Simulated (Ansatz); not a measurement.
**Run report: SnO₂, single-point calculation (part 2 of 2)**

SnO₂ (48 atoms in the cell); DFT PBE, scalar-relativistic, plane waves, PAW, no spin polarisation (Ansatz 0.2.0); cutoff 420 eV, 2×2×1 k-mesh, Gaussian smearing of 0.05 eV. The structure derives from a Materials Project entry.

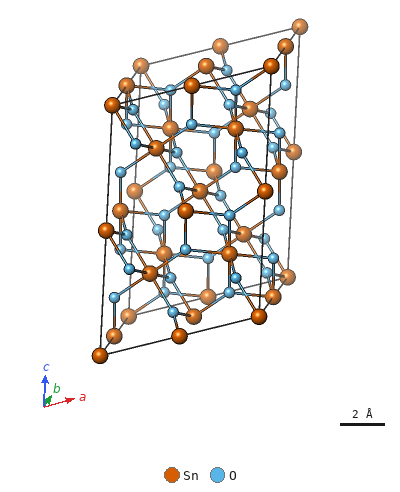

Fig. 1: The structure (ball-and-stick view of the cell of the calculation, seen slightly off an axis). An atom can appear more than once, as a periodic image.

**What the program printed, continued**
```
  k-point 0: bands = ["-12.2983", "-12.2404", "-12.2403", "-12.2357", "-12.2357", "-12.0685", "-12.0685", "-12.0584", "-12.0584", "-11.9672", "-11.9672", "-11.9672", "-11.9672", "-11.8927", "-11.8927", "-11.7126", "-11.7126", "-11.6499", "-11.6499", "-11.6499", "-11.6499", "-11.6484", "-11.4697", "-11.4697", "-11.4552", "-11.4474", "-11.4474", "-11.4428", "-11.4428", "-11.4321", "-11.4321", "-11.4300", "-11.4300", "-11.4296", "-11.4264", "-11.3665", "-11.3665", "-11.3571", "-11.3571", "-11.3571",
      "-11.3571", "-11.3567", "-11.3567", "-11.3567", "-11.3325", "-11.3242", "-11.3242", "-11.3242", "-11.3241", "-11.3080", "-11.3080", "-11.2924", "-11.2924", "-11.2894", "-11.2894", "-11.2894", "-11.2894", "-11.2805", "-11.2805", "-11.2788", "-11.2788", "-11.2775", "-11.2775", "-11.2760", "-11.2760", "-11.2760", "-11.2760", "-11.2744", "-11.2744", "-11.2653", "-11.2653", "-11.2637", "-11.2334", "-11.2308", "-11.2308", "-11.2301", "-11.2262", "-11.2261", "-11.2254", "-11.2254",
      "-9.8971", "-9.3582", "-9.3582", "-8.6075", "-8.6075", "-8.6075", "-8.6075", "-8.5756", "-8.5756", "-8.5414", "-8.5414", "-8.2980", "-8.2980", "-8.2946", "-8.2946", "-8.2037", "-8.1674", "-8.0748", "-8.0748", "-7.3512", "-7.3512", "-7.2600", "-7.2600", "-7.2600", "-7.2600", "-6.9345", "-6.9345", "-6.7698", "-6.7697", "-6.7332", "-6.7332", "-6.6968", "0.8036", "1.2543", "1.2543", "1.9038", "1.9038", "2.0365", "2.0371", "2.1460",
      "2.1460", "2.1460", "2.1460", "3.2211", "3.2211", "3.3895", "3.3906", "3.4602", "3.4602", "3.6777", "3.6777", "4.1205", "4.1205", "4.3448", "4.3448", "4.5428", "4.5428", "4.5428", "4.5428", "4.6485", "4.7237", "4.7243", "4.7314", "4.7314", "4.9833", "5.0199", "5.0199", "5.0706", "5.4202", "5.4202", "5.4202", "5.4202", "5.7268", "5.7268", "5.7737", "5.7737", "5.8390", "5.8580", "5.8580", "6.2479",
      "6.2479", "6.7491", "6.7793", "6.8649", "6.8649", "6.9210", "6.9210", "6.9226", "6.9226", "6.9431", "6.9431", "6.9431", "6.9431", "6.9464", "6.9465", "7.2404", "7.2404", "7.4163", "7.4163", "7.4761", "7.5121", "7.5286", "7.5286", "7.5286", "7.5286", "7.6185", "7.6185", "7.8256", "7.8259", "7.8656", "7.8656", "7.8774", "7.8774", "7.9144", "7.9144", "7.9356", "7.9369", "8.0215", "8.0291", "8.0370",
      "8.0370", "8.0370", "8.0370", "8.0376", "8.0376", "8.2619", "8.2619", "8.6378", "9.4398", "12.4418", "12.4418", "12.9912", "12.9912", "13.4674", "13.4674", "13.4674", "13.4674", "14.3883", "14.4914", "14.4914", "14.5843", "14.5850", "14.7254", "14.7254", "14.7341", "14.8896", "15.8504", "15.8504", "16.2124", "16.2124", "16.4366", "16.4371", "16.8369", "16.8369", "16.8890", "16.8890", "17.1660", "17.1660", "17.1660", "17.1660",
      "17.4410"]
  k-point 1: bands = ["-12.1569", "-12.1569", "-12.1553", "-12.1553", "-12.1498", "-12.1498", "-12.0577", "-12.0577", "-12.0489", "-12.0489", "-12.0429", "-12.0429", "-11.8928", "-11.8928", "-11.7454", "-11.7454", "-11.7028", "-11.7028", "-11.6804", "-11.6804", "-11.5462", "-11.5462", "-11.5454", "-11.5454", "-11.5368", "-11.5368", "-11.5292", "-11.5292", "-11.4940", "-11.4940", "-11.4421", "-11.4421", "-11.4216", "-11.4216", "-11.4154", "-11.4154", "-11.3915", "-11.3915", "-11.3724", "-11.3724",
      "-11.3235", "-11.3235", "-11.3222", "-11.3222", "-11.3169", "-11.3169", "-11.3152", "-11.3152", "-11.3151", "-11.3151", "-11.3011", "-11.3011", "-11.2914", "-11.2914", "-11.2839", "-11.2839", "-11.2822", "-11.2822", "-11.2783", "-11.2783", "-11.2766", "-11.2766", "-11.2737", "-11.2737", "-11.2735", "-11.2735", "-11.2733", "-11.2733", "-11.2673", "-11.2673", "-11.2633", "-11.2633", "-11.2505", "-11.2505", "-11.2499", "-11.2499", "-11.2478", "-11.2478", "-11.2477", "-11.2477",
      "-9.5632", "-9.5632", "-9.1416", "-9.1416", "-8.9287", "-8.9287", "-8.6545", "-8.6545", "-8.4619", "-8.4619", "-8.2959", "-8.2959", "-8.2200", "-8.2200", "-8.0708", "-8.0708", "-7.8460", "-7.8460", "-7.8169", "-7.8169", "-7.2343", "-7.2343", "-7.1029", "-7.1029", "-7.0643", "-7.0643", "-6.8932", "-6.8932", "-6.8806", "-6.8806", "-6.8318", "-6.8318", "1.3295", "1.3295", "1.3750", "1.3750", "1.4556", "1.4556", "1.8958", "1.8958",
      "2.0579", "2.0579", "2.5087", "2.5087", "3.0682", "3.0682", "3.7296", "3.7296", "3.8148", "3.8148", "4.1000", "4.1000", "4.4145", "4.4145", "4.5654", "4.5654", "4.5697", "4.5697", "4.7464", "4.7464", "4.7977", "4.7977", "4.9699", "4.9699", "5.0790", "5.0790", "5.2959", "5.2959", "5.3448", "5.3448", "5.4177", "5.4177", "5.5475", "5.5475", "5.7737", "5.7737", "6.1176", "6.1176", "6.2493", "6.2493",
      "6.4423", "6.4423", "6.4808", "6.4808", "6.5981", "6.5981", "6.7566", "6.7566", "6.9633", "6.9633", "7.0428", "7.0428", "7.0700", "7.0700", "7.2703", "7.2703", "7.3030", "7.3030", "7.3388", "7.3388", "7.3597", "7.3597", "7.5349", "7.5349", "7.5477", "7.5477", "7.5853", "7.5853", "7.6987", "7.6987", "7.7011", "7.7011", "7.7937", "7.7937", "7.8931", "7.8931", "7.9606", "7.9606", "8.0076", "8.0076",
      "8.0228", "8.0228", "8.0278", "8.0278", "8.2358", "8.2358", "8.3409", "8.3409", "11.4736", "11.4736", "12.4363", "12.4363", "13.5003", "13.5003", "13.5080", "13.5080", "13.5211", "13.5211", "13.9720", "13.9720", "14.1591", "14.1591", "14.7052", "14.7052", "15.8282", "15.8282", "15.8684", "15.8684", "15.9989", "15.9989", "16.0870", "16.0870", "16.6074", "16.6074", "16.8043", "16.8043", "17.6766", "17.6766", "17.6943", "17.6943",
      "18.1006"]
  k-point 2: bands = ["-12.0953", "-12.0953", "-12.0845", "-12.0845", "-12.0684", "-12.0684", "-11.9947", "-11.9947", "-11.9941", "-11.9941", "-11.9672", "-11.9672", "-11.9672", "-11.9672", "-11.8928", "-11.8928", "-11.7127", "-11.7127", "-11.6771", "-11.6771", "-11.6644", "-11.6644", "-11.6499", "-11.6499", "-11.6499", "-11.6499", "-11.4695", "-11.4695", "-11.4434", "-11.4434", "-11.4430", "-11.4430", "-11.4216", "-11.4216", "-11.4214", "-11.4214", "-11.3664", "-11.3664", "-11.3571", "-11.3571",
      "-11.3571", "-11.3571", "-11.3568", "-11.3568", "-11.3244", "-11.3244", "-11.3225", "-11.3225", "-11.3080", "-11.3080", "-11.2958", "-11.2958", "-11.2955", "-11.2955", "-11.2894", "-11.2894", "-11.2894", "-11.2894", "-11.2829", "-11.2829", "-11.2804", "-11.2804", "-11.2783", "-11.2783", "-11.2776", "-11.2776", "-11.2760", "-11.2760", "-11.2760", "-11.2760", "-11.2653", "-11.2653", "-11.2396", "-11.2396", "-11.2392", "-11.2392", "-11.2391", "-11.2391", "-11.2344", "-11.2344",
      "-9.3582", "-9.3582", "-9.1913", "-9.1913", "-9.1855", "-9.1855", "-8.6075", "-8.6075", "-8.6075", "-8.6075", "-8.3424", "-8.3424", "-8.1866", "-8.1866", "-8.0749", "-8.0749", "-7.3512", "-7.3512", "-7.3076", "-7.3076", "-7.2963", "-7.2963", "-7.2600", "-7.2600", "-7.2600", "-7.2600", "-6.9967", "-6.9967", "-6.9345", "-6.9345", "-6.9187", "-6.9187", "1.0274", "1.0274", "1.2544", "1.2544", "1.7250", "1.7250", "2.1457", "2.1457",
      "2.1457", "2.1457", "2.2928", "2.2928", "2.3965", "2.3965", "3.6771", "3.6771", "3.9771", "3.9771", "4.1216", "4.1216", "4.3445", "4.3445", "4.5432", "4.5432", "4.5432", "4.5432", "4.6895", "4.6895", "5.0374", "5.0374", "5.4205", "5.4205", "5.4205", "5.4205", "5.7271", "5.7271", "5.7613", "5.7613", "5.7735", "5.7735", "5.7751", "5.7751", "5.8548", "5.8548", "5.8632", "5.8632", "6.1620", "6.1620",
      "6.2433", "6.2433", "6.2466", "6.2466", "6.3132", "6.3132", "6.7646", "6.7646", "6.9203", "6.9203", "6.9231", "6.9231", "6.9424", "6.9424", "6.9424", "6.9424", "6.9464", "6.9464", "7.2110", "7.2110", "7.5288", "7.5288", "7.5288", "7.5288", "7.5349", "7.5349", "7.5481", "7.5481", "7.6020", "7.6020", "7.8111", "7.8111", "7.8666", "7.8666", "7.8774", "7.8774", "7.9808", "7.9808", "8.0368", "8.0368",
      "8.0368", "8.0368", "8.0896", "8.0896", "8.2077", "8.2077", "8.2621", "8.2621", "12.4413", "12.4413", "12.5042", "12.5042", "12.6609", "12.6609", "13.0750", "13.0750", "13.4676", "13.4676", "13.4676", "13.4676", "14.2859", "14.2859", "14.7260", "14.7260", "15.3202", "15.3202", "15.7633", "15.7633", "16.8368", "16.8368", "16.8889", "16.8889", "17.1658", "17.1658", "17.1658", "17.1658", "17.3428", "17.3428", "17.4413", "17.4413",
      "18.0744"]
```

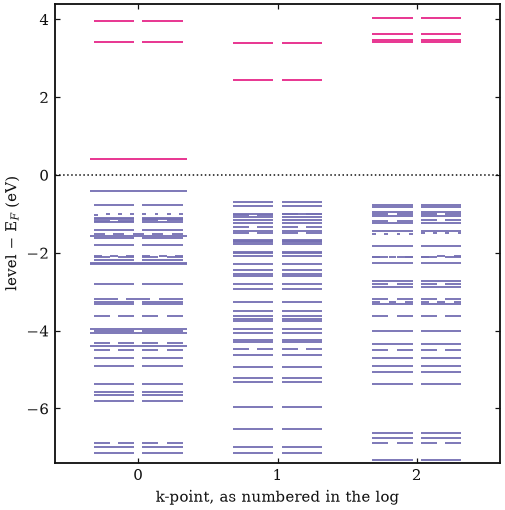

Fig. 2: Kohn–Sham levels near the Fermi level (dotted) at the few k-points that the log prints; levels within 0.02 eV of each other stand side by side. Among these points the highest filled and lowest empty levels are 0.80 eV apart, which is the gap on the mesh.

**Summary**

| quantity | value |
| --- | --- |
| outcome | converged |
| space group (tolerance 0.01 Å) | Pnnm (58) |
| electrons treated | 416 |
| free energy | −114543.5101 eV |
| Fermi energy | 9.039 eV |
| gap on the k-point mesh | 0.80 eV |
| largest force (length of the vector) | 0.062 eV/Å |
| hardware | 4 threads of Arm Neoverse V2, 24 GiB of memory available, shared host |
| wall time | 7.1 s (CPU time 28 s) |
| peak memory | 2.3 GiB |

**Remarks**

Warnings of the run: the structure was made exactly symmetric.
